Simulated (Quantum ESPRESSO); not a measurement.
**SiC (Moissanite 3C): the LO frequency by hand**

Aim: work out the LO frequency and the static dielectric constant of SiC (Moissanite 3C) from one linear-response run, then check them.

Calculated with Quantum ESPRESSO 8.0 development, patched; DFT LDA, scalar-relativistic, plane waves, PseudoDojo norm-conserving pseudopotentials.

## (1) Set-up

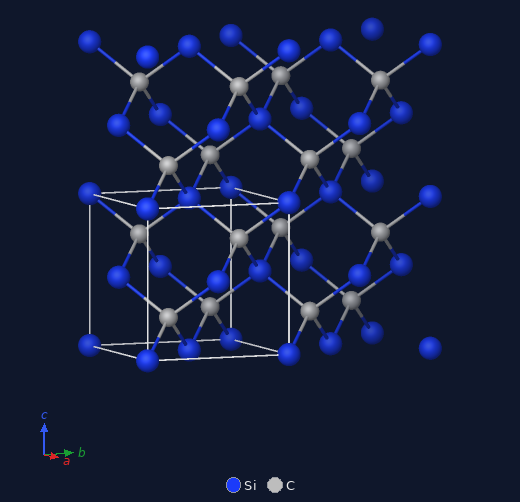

The cell as given, slightly off an axis (silicon blue, carbon light grey). 1×2×2 cells are drawn. This picture shows the conventional cell, with its axes. Bonds to atoms that aren't drawn are left out. Some periodic images of atoms are drawn too.

Coordinates:

```
CELL_PARAMETERS angstrom
-2.16279 0.00000 2.16279
0.00000 2.16279 2.16279
-2.16279 2.16279 0.00000
ATOMIC_POSITIONS crystal
Si 0.00000 0.00000 0.00000
C 0.25000 0.25000 0.25000
```

This is the cell after its relaxation at this level of theory, not the database cell from which that began.

## (2) What the response run gave

A linear-response run on the relaxed cell, with the response to an electric field; only its zone-centre results are used. Cutoff 82 Ry, k mesh 12×12×12.

What it wrote:

```text
[banners, grids, parts of the stress and lines that vanish by symmetry left out]
Program PHONON v.8.0dev
     Dynamical matrices for q-points given in input
     (   1q-points):
[...]
Exchange-correlation= PW
                           (   1   4   0   0   0   0   0)
[...]
kinetic-energy cut-off    =      82.0000  Ry
     charge density cut-off    =     328.0000  Ry
     convergence threshold     =      1.0E-18
[...]
Exchange-correlation= PW
                           (   1   4   0   0   0   0   0)
[...]
q = (   0.0000000   0.0000000   0.0000000 )
     25 Sym.Ops. (with q -> -q+G )
     G cutoff =  555.1392  (  13731 G-vectors)     FFT grid: ( 36, 36, 36)
     number of k points=    72
[...]
Mode symmetry, T_d (-43m)  point group:
[...]
Dielectric constant
[...]
End of electric fields calculation
          Dielectric constant in cartesian axis
          (       6.879153846       0.000000000       0.000000000 )
          (      -0.000000000       6.879153846      -0.000000000 )
          (       0.000000000      -0.000000000       6.879153846 )
          Effective charges (d Force / dE) in cartesian axis without acoustic sum rule applied (asr)
           atom    1  Si    Mean Z*:        2.72190
      Ex  (        2.72190        0.00000        0.00000 )
      Ey  (        0.00000        2.72190       -0.00000 )
      Ez  (        0.00000       -0.00000        2.72190 )
           atom    2  C     Mean Z*:       -2.72344
      Ex  (       -2.72344       -0.00000       -0.00000 )
      Ey  (       -0.00000       -2.72344        0.00000 )
      Ez  (        0.00000        0.00000       -2.72344 )
          Effective charges Sum: Mean:       -0.00153
[...]
Effective charges (d Force / dE) in cartesian axis with asr applied:
           atom    1  Si    Mean Z*:        2.72267
[...]
atom    2  C     Mean Z*:       -2.72267
[...]
Dielectric constant from finite-differences
          (       6.879079106       0.000000000      -0.000000000 )
          (      -0.000000000       6.879079106       0.000000000 )
          (       0.000000000       0.000000000       6.879079106 )
[...]
(       0.000000000       0.000000000      -0.000000000 )
          (       0.000000000      -0.000000000     -16.439810530 )
          (      -0.000000000     -16.439810530      -0.000000000 )
          (      -0.000000000      -0.000000000     -16.439810530 )
          (      -0.000000000      -0.000000000       0.000000000 )
          (     -16.439810530       0.000000000       0.000000000 )
          (      -0.000000000     -16.439810530      -0.000000000 )
          (     -16.439810530       0.000000000       0.000000000 )
[...]
(      -0.000000000      -0.000000000       0.000000000 )
          (      -0.645647233      -0.000000000       0.000000000 )
          (      -0.000000000      -0.645647233      -0.000000000 )
          (      -0.645647233      -0.000000000       0.000000000 )
          (      -0.000000000       0.000000000      -0.000000000 )
[...]
Representation #   1 modes #   1   2   3
[...]
End of self-consistent calculation
     Convergence has been achieved
     Representation #   2 modes #   4   5   6
[...]
End of self-consistent calculation
     Convergence has been achieved
[...]
Dielectric constant in cartesian axis
          (       6.879153846       0.000000000       0.000000000 )
          (      -0.000000000       6.879153846      -0.000000000 )
          (       0.000000000      -0.000000000       6.879153846 )
          Effective charges (d Force / dE) in cartesian axis without acoustic sum rule applied (asr)
           atom    1  Si    Mean Z*:        2.72190
      Ex  (        2.72190        0.00000        0.00000 )
      Ey  (        0.00000        2.72190       -0.00000 )
      Ez  (        0.00000       -0.00000        2.72190 )
           atom    2  C     Mean Z*:       -2.72344
      Ex  (       -2.72344       -0.00000       -0.00000 )
      Ey  (       -0.00000       -2.72344        0.00000 )
      Ez  (        0.00000        0.00000       -2.72344 )
          Effective charges Sum: Mean:       -0.00153
[...]
Effective charges (d Force / dE) in cartesian axis with asr applied:
           atom    1  Si    Mean Z*:        2.72267
[...]
atom    2  C     Mean Z*:       -2.72267
[...]
q = (    0.000000000   0.000000000   0.000000000 )
[...]
freq (    1) =       0.021419 [THz] =       0.714477 [cm-1]
     freq (    2) =       0.021419 [THz] =       0.714477 [cm-1]
     freq (    3) =       0.021419 [THz] =       0.714477 [cm-1]
     freq (    4) =      23.926763 [THz] =     798.110913 [cm-1]
     freq (    5) =      23.926763 [THz] =     798.110913 [cm-1]
     freq (    6) =      23.926763 [THz] =     798.110913 [cm-1]
[...]
Mode symmetry, T_d (-43m)  point group:
     freq (   1-   3) =          0.7  [cm-1]   --> T_2  G_15 P_4   I+R
     freq (   4-   6) =        798.1  [cm-1]   --> T_2  G_15 P_4   I+R

   JOB DONE.
```

| quantity | value |
| --- | --- |
| cell volume Ω (Å³) | 20.234 |
| mass of Si (u) | 28.085 |
| mass of C (u) | 12.011 |
| Born charge of Si, raw (e) | 2.722 |
| Born charge of C, raw (e) | -2.723 |
| ε∞ | 6.879 |
| ω(TO) after the sum rule (cm⁻¹) | 798.1 |

## (3) The calculation

The charges must sum to zero over the cell; taking off their mean, -0.001 e, leaves Z* = 2.723 e on Si. In the polar mode Si moves against C, so the reduced mass is μ = 28.09 × 12.01 / 40.10 = 8.413 u.

A longitudinal wave builds up a field that adds to the restoring force: ω(LO)² = ω(TO)² + 4π Z*² / (μ Ω ε∞), in Hartree atomic units. With μ = 15336 electron masses and Ω = 136.54 bohr³ the second term is 6.4665e-06 Ha², or 311487 cm⁻² (1 Ha = 219474.6 cm⁻¹).

So ω(LO) = √(636980 + 311487) = 973.9 cm⁻¹, and by the Lyddane-Sachs-Teller relation ε₀ = ε∞ (ω(LO)/ω(TO))² = 10.24.

## (4) Check against the program

The analysis program adds the same non-analytic term to the full matrix, here for q along (1 0 0).

What it wrote:

```text
[banner, memory and clock lines left out]
Program DYNMAT v.8.0dev

     Reading Dynamical Matrix from file g.dyn
     ...Force constants read
     ...epsilon and Z* read
     ...Raman cross sections read

     Polarizability (A^3 units)
     multiply by 0.337870 for Clausius-Mossotti correction (not under assume_isolated = 'mt')
         9.466295   -0.000000    0.000000
         0.000000    9.466295   -0.000000
         0.000000   -0.000000    9.466295

     IR activities are in (D/A)^2/amu units
     Raman activities are in A^4/amu units
     multiply Raman by 0.013032 for Clausius-Mossotti correction (not under assume_isolated = 'mt')

# mode   [cm-1]    [THz]      IR          Raman   depol.fact
    1      0.00    0.0000    0.0000         0.0000    0.7500
    2      0.00    0.0000    0.0000         0.0000    0.7500
    3      0.00    0.0000    0.0000         0.0000    0.7500
    4    798.11   23.9267   20.3285         9.6354    0.7500
    5    798.11   23.9267   20.3285         9.6354    0.7500
    6    973.90   29.1967   20.3285         9.6354    0.7500
```

ε₀ comes from the program's run without a direction of q.

| quantity | by hand | program |
| --- | --- | --- |
| ω(LO) (cm⁻¹) | 973.9 | 973.9 |
| ε₀ | 10.24 | 10.24 |

## (5) Summary of results

| Quantity | Value |
| --- | --- |
| TO mode | 798.1 cm⁻¹ |
| LO mode | 973.9 cm⁻¹ |
| static dielectric constant | 10.24 |

In words: The LO mode of SiC (Moissanite 3C) lies at 974 cm⁻¹, 176 cm⁻¹ above the TO mode; the formula meets the program within 0.1 cm⁻¹, as it must for a cubic crystal with one polar mode. ω(LO)² − ω(TO)² goes with Z*²/ε∞: an error of 5 % in ε∞ would move the LO mode by 7.6 cm⁻¹, and semilocal functionals tend to overestimate ε∞. These are harmonic values at zero temperature, at the volume of this functional, for the structure held cubic; stability elsewhere in the zone is no part of this calculation.

[Host names and launcher messages were left out of these logs when they were recorded.]

[Logs are printed without paths, hosts, clocks, repeated set-up lines and the standing remarks that a program may print on its own settings, such as how far it seeks lower states.]

[Hosts, paths, dates, database ids (printed as entryN), source tags and the programs' standing remarks are cut or masked in the printed files.]
